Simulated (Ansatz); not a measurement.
**Run report: W5S11 (charge +1), geometry relaxation (part 4 of 5)**

Continued. System: W5S11 (defect cell, 48 atoms in the cell, total charge +1). Method: DFT PBE+D3(BJ), scalar-relativistic, plane waves, PAW, spin-polarised (Ansatz 0.2.0); cutoff 420 eV, 2×2×2 k-mesh, Gaussian smearing of 0.01 eV, collinear spins. The structure derives from a Materials Project entry. It belongs to a series of runs on one base structure; here: S on a W site (c), charge +1, atoms relaxed at the host's cell.

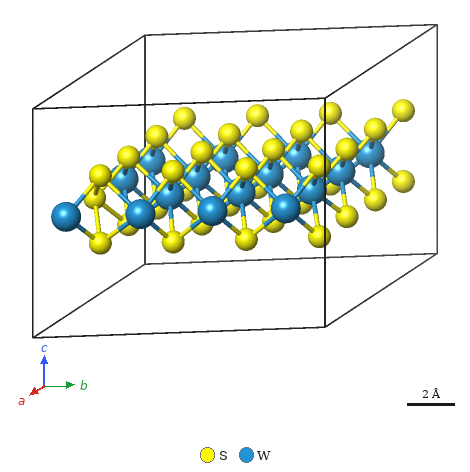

The geometry at step 2 of the log (ball-and-stick view of the cell of the calculation, with the vacuum cut short, seen slightly off an axis).

Output, continued
```
--- Relaxed structure (3 steps of the walk, 2 accepted, 0 SCFs on fresh bases) ---
  F+E_penalty+E_count = -185587.99000569 eV   max|allowed force component| = 1.153e-2 eV/Å
  atoms:
    - { symbol: S, position: [0.6666666666666667, 0.08333333333333331, -2.666854276422043e-22] }
    - { symbol: W, position: [0.4115558387888709, 0.08375886039794897, -2.666854276422043e-22] }
    - { symbol: W, position: [0.1671843734033462, 0.08436874680669232, -2.666854276422043e-22] }
    - { symbol: W, position: [0.9222030216090782, 0.08375886039794894, -2.666854276422043e-22] }
    - { symbol: W, position: [0.6662411396020509, 0.338444161211129, -2.666854276422043e-22] }
    - { symbol: W, position: [0.41670395727953397, 0.33329604272046615, -2.666854276422043e-22] }
    - { symbol: W, position: [0.1665920854409322, 0.3332960427204661, -2.666854276422043e-22] }
    - { symbol: W, position: [0.9222030216090782, 0.3384441612111291, -2.666854276422043e-22] }
    - { symbol: W, position: [0.6656312531933076, 0.5828156265966539, -2.666854276422043e-22] }
    - { symbol: W, position: [0.4167039572795339, 0.5834079145590678, -2.666854276422043e-22] }
    - { symbol: W, position: [0.16718437340334621, 0.5828156265966539, -2.666854276422043e-22] }
    - { symbol: W, position: [0.9164350851556764, 0.582870170311353, -2.666854276422043e-22] }
    - { symbol: W, position: [0.6662411396020511, 0.8277969783909218, -2.666854276422043e-22] }
    - { symbol: W, position: [0.4115558387888709, 0.8277969783909218, -2.666854276422043e-22] }
    - { symbol: W, position: [0.16712982968864715, 0.8335649148443236, -2.666854276422043e-22] }
    - { symbol: W, position: [0.9164350851556765, 0.8335649148443237, -2.666854276422043e-22] }
    - { symbol: S, position: [0.8348007743633998, 0.16740038718169986, 0.9112019718484321] }
    - { symbol: S, position: [0.5825996128183002, 0.16740038718169986, 0.9112019718484321] }
    - { symbol: S, position: [0.33202127923656666, 0.16790756216130143, 0.9058702125304026] }
    - { symbol: S, position: [0.08588628292473482, 0.16790756216130143, 0.9058702125304026] }
    - { symbol: S, position: [0.8333167427981595, 0.41663348559631885, 0.9069918044106492] }
    - { symbol: S, position: [0.5820924378386987, 0.4179787207634334, 0.9058702125304026] }
    - { symbol: S, position: [0.33333333333333337, 0.41666666666666674, 0.9071329068942469] }
    - { symbol: S, position: [0.08588628292473477, 0.41797872076343334, 0.9058702125304026] }
    - { symbol: S, position: [0.8333005593946876, 0.6666502796973439, 0.9070588552650161] }
    - { symbol: S, position: [0.5820924378386987, 0.6641137170752653, 0.9058702125304026] }
    - { symbol: S, position: [0.33202127923656666, 0.6641137170752653, 0.9058702125304026] }
    - { symbol: S, position: [0.0833497203026562, 0.6666502796973438, 0.9070588552650161] }
    - { symbol: S, position: [0.8333167427981595, 0.9166832572018407, 0.9069918044106492] }
    - { symbol: S, position: [0.5825996128183002, 0.9151992256366004, 0.9112019718484321] }
    - { symbol: S, position: [0.33336651440368126, 0.9166832572018406, 0.9069918044106492] }
    - { symbol: S, position: [0.08334972030265625, 0.9166994406053124, 0.9070588552650161] }
    - { symbol: S, position: [0.8348007743633998, 0.16740038718169986, 0.08879802815156806] }
    - { symbol: S, position: [0.5825996128183002, 0.16740038718169986, 0.08879802815156806] }
    - { symbol: S, position: [0.33202127923656666, 0.16790756216130143, 0.09412978746959753] }
    - { symbol: S, position: [0.08588628292473482, 0.16790756216130143, 0.09412978746959753] }
    - { symbol: S, position: [0.8333167427981595, 0.41663348559631885, 0.09300819558935074] }
    - { symbol: S, position: [0.5820924378386987, 0.4179787207634334, 0.09412978746959753] }
    - { symbol: S, position: [0.33333333333333337, 0.41666666666666674, 0.09286709310575318] }
    - { symbol: S, position: [0.08588628292473477, 0.41797872076343334, 0.09412978746959753] }
    - { symbol: S, position: [0.8333005593946876, 0.6666502796973439, 0.09294114473498408] }
    - { symbol: S, position: [0.5820924378386987, 0.6641137170752653, 0.09412978746959753] }
    - { symbol: S, position: [0.33202127923656666, 0.6641137170752653, 0.09412978746959753] }
    - { symbol: S, position: [0.0833497203026562, 0.6666502796973438, 0.09294114473498408] }
    - { symbol: S, position: [0.8333167427981595, 0.9166832572018407, 0.09300819558935074] }
    - { symbol: S, position: [0.5825996128183002, 0.9151992256366004, 0.08879802815156806] }
    - { symbol: S, position: [0.33336651440368126, 0.9166832572018406, 0.09300819558935074] }
    - { symbol: S, position: [0.08334972030265625, 0.9166994406053124, 0.09294114473498408] }
--- Löwdin populations: 48 sites ---
  site symbol       q [e]    m [muB]
     0      S      5.4307    -0.0044
     1      W     13.5093     0.1079
     2      W     13.5324     0.0072
     3      W     13.5093     0.1079
     4      W     13.5093     0.1079
     5      W     13.5357     0.0185
     6      W     13.5357     0.0185
     7      W     13.5093     0.1079
     8      W     13.5324     0.0072
     9      W     13.5357     0.0185
    10      W     13.5324     0.0072
    11      W     13.5269     0.0208
    12      W     13.5093     0.1079
    13      W     13.5093     0.1079
    14      W     13.5269     0.0208
    15      W     13.5269     0.0208
    16      S      6.0904     0.0144
    17      S      6.0904     0.0144
    18      S      6.0813     0.0032
    19      S      6.0813     0.0032
    20      S      6.0882     0.0040
    21      S      6.0813     0.0032
    22      S      6.0855     0.0001
    23      S      6.0813     0.0032
    24      S      6.0933     0.0044
    25      S      6.0813     0.0032
    26      S      6.0813     0.0032
    27      S      6.0933     0.0044
    28      S      6.0882     0.0040
    29      S      6.0904     0.0144
    30      S      6.0882     0.0040
    31      S      6.0933     0.0044
    32      S      6.0904     0.0144
    33      S      6.0904     0.0144
    34      S      6.0813     0.0032
    35      S      6.0813     0.0032
    36      S      6.0882     0.0040
    37      S      6.0813     0.0032
    38      S      6.0855     0.0001
    39      S      6.0813     0.0032
    40      S      6.0933     0.0044
    41      S      6.0813     0.0032
    42      S      6.0813     0.0032
    43      S      6.0933     0.0044
    44      S      6.0882     0.0040
    45      S      6.0904     0.0144
    46      S      6.0882     0.0040
    47      S      6.0933     0.0044
  spilling = 0.009706 (of n_electrons = 407.000000)
```

File populations.tsv
```
# site	symbol	l	j	q_up	q_dn
# orbitals = lowdin
# n_electrons = 407.000000
# spilling = 0.009706
0	S	0_3S	-	0.959782	0.961498
0	S	1_3P	-	1.753352	1.756080
1	W	0_5S	-	0.988640	0.988627
1	W	0_6S	-	0.307008	0.304311
1	W	1_5P	-	2.997805	2.997731
1	W	2_5D	-	2.515153	2.410050
2	W	0_5S	-	0.988290	0.988267
2	W	0_6S	-	0.302025	0.299979
2	W	1_5P	-	2.998011	2.997989
2	W	2_5D	-	2.481447	2.476347
3	W	0_5S	-	0.988640	0.988627
3	W	0_6S	-	0.307008	0.304311
3	W	1_5P	-	2.997805	2.997731
3	W	2_5D	-	2.515153	2.410050
4	W	0_5S	-	0.988640	0.988627
4	W	0_6S	-	0.307008	0.304311
4	W	1_5P	-	2.997805	2.997731
4	W	2_5D	-	2.515153	2.410050
5	W	0_5S	-	0.988356	0.988348
5	W	0_6S	-	0.302657	0.302014
5	W	1_5P	-	2.998048	2.997987
5	W	2_5D	-	2.488027	2.470223
6	W	0_5S	-	0.988356	0.988348
6	W	0_6S	-	0.302657	0.302014
6	W	1_5P	-	2.998048	2.997987
6	W	2_5D	-	2.488027	2.470223
7	W	0_5S	-	0.988640	0.988627
7	W	0_6S	-	0.307008	0.304311
7	W	1_5P	-	2.997805	2.997731
7	W	2_5D	-	2.515153	2.410050
8	W	0_5S	-	0.988290	0.988267
8	W	0_6S	-	0.302025	0.299979
8	W	1_5P	-	2.998011	2.997989
8	W	2_5D	-	2.481447	2.476347
9	W	0_5S	-	0.988356	0.988348
9	W	0_6S	-	0.302657	0.302014
9	W	1_5P	-	2.998048	2.997987
9	W	2_5D	-	2.488027	2.470223
10	W	0_5S	-	0.988290	0.988267
10	W	0_6S	-	0.302025	0.299979
10	W	1_5P	-	2.998011	2.997989
10	W	2_5D	-	2.481447	2.476347
11	W	0_5S	-	0.988355	0.988347
11	W	0_6S	-	0.302512	0.301542
11	W	1_5P	-	2.998015	2.997993
11	W	2_5D	-	2.484992	2.465155
12	W	0_5S	-	0.988640	0.988627
12	W	0_6S	-	0.307008	0.304311
12	W	1_5P	-	2.997805	2.997731
12	W	2_5D	-	2.515153	2.410050
13	W	0_5S	-	0.988640	0.988627
13	W	0_6S	-	0.307008	0.304311
13	W	1_5P	-	2.997805	2.997731
13	W	2_5D	-	2.515153	2.410050
14	W	0_5S	-	0.988355	0.988347
14	W	0_6S	-	0.302512	0.301542
14	W	1_5P	-	2.998015	2.997993
14	W	2_5D	-	2.484992	2.465155
15	W	0_5S	-	0.988355	0.988347
15	W	0_6S	-	0.302512	0.301542
15	W	1_5P	-	2.998015	2.997993
15	W	2_5D	-	2.484992	2.465155
16	S	0_3S	-	0.908862	0.908594
16	S	1_3P	-	2.143514	2.129397
17	S	0_3S	-	0.908862	0.908594
17	S	1_3P	-	2.143514	2.129397
18	S	0_3S	-	0.891936	0.891909
18	S	1_3P	-	2.150345	2.147130
19	S	0_3S	-	0.891936	0.891909
19	S	1_3P	-	2.150345	2.147130
20	S	0_3S	-	0.891779	0.891605
20	S	1_3P	-	2.154350	2.150474
21	S	0_3S	-	0.891936	0.891909
21	S	1_3P	-	2.150345	2.147130
22	S	0_3S	-	0.891349	0.891378
22	S	1_3P	-	2.151468	2.151353
23	S	0_3S	-	0.891936	0.891909
23	S	1_3P	-	2.150345	2.147130
24	S	0_3S	-	0.891890	0.891873
24	S	1_3P	-	2.156976	2.152550
25	S	0_3S	-	0.891936	0.891909
25	S	1_3P	-	2.150345	2.147130
26	S	0_3S	-	0.891936	0.891909
26	S	1_3P	-	2.150345	2.147130
27	S	0_3S	-	0.891890	0.891873
27	S	1_3P	-	2.156976	2.152550
28	S	0_3S	-	0.891779	0.891605
28	S	1_3P	-	2.154350	2.150474
29	S	0_3S	-	0.908862	0.908594
29	S	1_3P	-	2.143514	2.129397
30	S	0_3S	-	0.891779	0.891605
30	S	1_3P	-	2.154350	2.150474
31	S	0_3S	-	0.891890	0.891873
31	S	1_3P	-	2.156976	2.152550
32	S	0_3S	-	0.908862	0.908594
32	S	1_3P	-	2.143514	2.129397
33	S	0_3S	-	0.908862	0.908594
33	S	1_3P	-	2.143514	2.129397
34	S	0_3S	-	0.891936	0.891909
34	S	1_3P	-	2.150345	2.147130
35	S	0_3S	-	0.891936	0.891909
35	S	1_3P	-	2.150345	2.147130
36	S	0_3S	-	0.891779	0.891605
36	S	1_3P	-	2.154350	2.150474
37	S	0_3S	-	0.891936	0.891909
37	S	1_3P	-	2.150345	2.147130
38	S	0_3S	-	0.891349	0.891378
38	S	1_3P	-	2.151468	2.151353
39	S	0_3S	-	0.891936	0.891909
39	S	1_3P	-	2.150345	2.147130
40	S	0_3S	-	0.891890	0.891873
40	S	1_3P	-	2.156976	2.152550
41	S	0_3S	-	0.891936	0.891909
41	S	1_3P	-	2.150345	2.147130
42	S	0_3S	-	0.891936	0.891909
42	S	1_3P	-	2.150345	2.147130
43	S	0_3S	-	0.891890	0.891873
43	S	1_3P	-	2.156976	2.152550
44	S	0_3S	-	0.891779	0.891605
44	S	1_3P	-	2.154350	2.150474
45	S	0_3S	-	0.908862	0.908594
45	S	1_3P	-	2.143514	2.129397
46	S	0_3S	-	0.891779	0.891605
46	S	1_3P	-	2.154350	2.150474
47	S	0_3S	-	0.891890	0.891873
47	S	1_3P	-	2.156976	2.152550
```

Trajectory as extended XYZ (Å, eV, eV/Å), 3 frames, from step=1 to step=3
```
48
Lattice="6.3194 -10.9456 0.0000 6.3194 10.9456 0.0000 0.0000 0.0000 16.9395" Properties=species:S:1:pos:R:3:forces:R:3 step=1 energy=-185587.98281
S     4.7396   -6.3849    0.0000    0.0000   0.0000   0.0000
W     3.1289   -3.5960    0.0000   -0.0001   0.1641   0.0000
W     1.5926   -0.9048    0.0000   -0.0819  -0.0473   0.0000
W     6.3495   -9.1743    0.0000    0.1421  -0.0822   0.0000
W     6.3503   -3.5960    0.0000    0.0001   0.1641   0.0000
W     4.7396   -0.9080    0.0000    0.0000  -0.1017   0.0000
W     3.1633    1.8222    0.0000   -0.0880   0.0508   0.0000
W     7.9602   -6.3845    0.0000    0.1422  -0.0820   0.0000
W     7.8865   -0.9048    0.0000    0.0819  -0.0473   0.0000
W     6.3158    1.8222    0.0000    0.0880   0.0508   0.0000
W     4.7396    4.5459    0.0000    0.0000   0.0946   0.0000
W     9.4774   -3.6496    0.0000   -0.0483  -0.0279   0.0000
W     9.4490    1.7713    0.0000   -0.1421  -0.0822   0.0000
W     7.8383    4.5611    0.0000   -0.1422  -0.0820   0.0000
W     6.3212    7.2960    0.0000    0.0483  -0.0279   0.0000
W    11.0590   -0.9101    0.0000    0.0000   0.0558   0.0000
S     6.3324   -7.3045   15.4379   -0.0213   0.0123  -0.0671
S     4.7396   -4.5457   15.4379    0.0000  -0.0246  -0.0671
S     3.1606   -1.7994   15.3494    0.0038   0.0069  -0.0421
S     1.6018    0.9005   15.3494    0.0079  -0.0002  -0.0421
S     7.9025   -4.5588   15.3640   -0.0066  -0.0038  -0.0341
S     6.3186   -1.7994   15.3494   -0.0038   0.0069  -0.0421
S     4.7396    0.9121   15.3636    0.0000   0.0000  -0.0267
S     3.1808    3.6354   15.3494    0.0041  -0.0068  -0.0421
S     9.4772   -1.8231   15.3666   -0.0043   0.0025  -0.0285
S     7.8774    0.9005   15.3494   -0.0079  -0.0002  -0.0421
S     6.2984    3.6354   15.3494   -0.0041  -0.0068  -0.0421
S     4.7396    6.3826   15.3666    0.0000  -0.0050  -0.0285
S    11.0590    0.9084   15.3640    0.0000   0.0077  -0.0341
S     9.4662    3.6411   15.4379    0.0213   0.0123  -0.0671
S     7.8961    6.3868   15.3640    0.0066  -0.0038  -0.0341
S     6.3214    9.1225   15.3666    0.0043   0.0025  -0.0285
S     6.3324   -7.3045    1.5016   -0.0213   0.0123   0.0671
S     4.7396   -4.5457    1.5016    0.0000  -0.0246   0.0671
S     3.1606   -1.7994    1.5901    0.0038   0.0069   0.0421
S     1.6018    0.9005    1.5901    0.0079  -0.0002   0.0421
S     7.9025   -4.5588    1.5755   -0.0066  -0.0038   0.0341
S     6.3186   -1.7994    1.5901   -0.0038   0.0069   0.0421
S     4.7396    0.9121    1.5758    0.0000   0.0000   0.0267
S     3.1808    3.6354    1.5901    0.0041  -0.0068   0.0421
S     9.4772   -1.8231    1.5728   -0.0043   0.0025   0.0285
S     7.8774    0.9005    1.5901   -0.0079  -0.0002   0.0421
S     6.2984    3.6354    1.5901   -0.0041  -0.0068   0.0421
S     4.7396    6.3826    1.5728    0.0000  -0.0050   0.0285
S    11.0590    0.9084    1.5755    0.0000   0.0077   0.0341
S     9.4662    3.6411    1.5016    0.0213   0.0123   0.0671
S     7.8961    6.3868    1.5755    0.0066  -0.0038   0.0341
S     6.3214    9.1225    1.5728    0.0043   0.0025   0.0285
48
Lattice="6.3194 -10.9456 0.0000 6.3194 10.9456 0.0000 0.0000 0.0000 16.9395" Properties=species:S:1:pos:R:3:forces:R:3 step=2 energy=-185587.97925 accepted=F
S     4.7396   -6.3849    0.0000    0.0000   0.0000   0.0000
W     3.1309   -3.5761    0.0000   -0.0272  -0.1643   0.0000
W     1.5852   -0.9091    0.0000    0.1157   0.0668   0.0000
W     6.3678   -9.1825    0.0000   -0.1559   0.0586   0.0000
W     6.3482   -3.5761    0.0000    0.0272  -0.1643   0.0000
W     4.7396   -0.9157    0.0000    0.0000   0.0994   0.0000
W     3.1567    1.8260    0.0000    0.0861  -0.0497   0.0000
W     7.9764   -6.3962    0.0000   -0.1287   0.1057   0.0000
W     7.8940   -0.9091    0.0000   -0.1157   0.0668   0.0000
W     6.3225    1.8260    0.0000   -0.0861  -0.0497   0.0000
W     4.7396    4.5545    0.0000    0.0000  -0.1335   0.0000
W     9.4725   -3.6524    0.0000    0.0735   0.0424   0.0000
W     9.4308    1.7631    0.0000    0.1559   0.0586   0.0000
W     7.8222    4.5494    0.0000    0.1287   0.1057   0.0000
W     6.3261    7.2932    0.0000   -0.0735   0.0424   0.0000
W    11.0590   -0.9045    0.0000    0.0000  -0.0848   0.0000
S     6.3365   -7.3069   15.4380    0.0184  -0.0106  -0.0218
S     4.7396   -4.5409   15.4380    0.0000   0.0213  -0.0218
S     3.1574   -1.7888   15.3405    0.0027  -0.0427   0.0378
S     1.6094    0.8924   15.3405   -0.0357   0.0237   0.0378
S     7.8955   -4.5628   15.3671    0.0051   0.0030  -0.0131
S     6.3218   -1.7888   15.3405   -0.0027  -0.0427   0.0378
S     4.7396    0.9121   15.3685    0.0000   0.0000   0.0083
S     3.1916    3.6328   15.3405   -0.0383   0.0190   0.0378
S     9.4815   -1.8256   15.3635    0.0024  -0.0014   0.0203
S     7.8698    0.8924   15.3405    0.0357   0.0237   0.0378
S     6.2876    3.6328   15.3405    0.0383   0.0190   0.0378
S     4.7396    6.3876   15.3635    0.0000   0.0028   0.0203
S    11.0590    0.9165   15.3671    0.0000  -0.0059  -0.0131
S     9.4621    3.6387   15.4380   -0.0184  -0.0106  -0.0218
S     7.9030    6.3828   15.3671   -0.0051   0.0030  -0.0131
S     6.3171    9.1200   15.3635   -0.0024  -0.0014   0.0203
S     6.3365   -7.3069    1.5014    0.0184  -0.0106   0.0218
S     4.7396   -4.5409    1.5014    0.0000   0.0213   0.0218
S     3.1574   -1.7888    1.5990    0.0027  -0.0427  -0.0378
S     1.6094    0.8924    1.5990   -0.0357   0.0237  -0.0378
S     7.8955   -4.5628    1.5723    0.0051   0.0030   0.0131
S     6.3218   -1.7888    1.5990   -0.0027  -0.0427  -0.0378
S     4.7396    0.9121    1.5710    0.0000   0.0000  -0.0083
S     3.1916    3.6328    1.5990   -0.0383   0.0190  -0.0378
S     9.4815   -1.8256    1.5759    0.0024  -0.0014  -0.0203
S     7.8698    0.8924    1.5990    0.0357   0.0237  -0.0378
S     6.2876    3.6328    1.5990    0.0383   0.0190  -0.0378
S     4.7396    6.3876    1.5759    0.0000   0.0028  -0.0203
S    11.0590    0.9165    1.5723    0.0000  -0.0059   0.0131
S     9.4621    3.6387    1.5014   -0.0184  -0.0106   0.0218
S     7.9030    6.3828    1.5723   -0.0051   0.0030   0.0131
S     6.3171    9.1200    1.5759   -0.0024  -0.0014  -0.0203
```
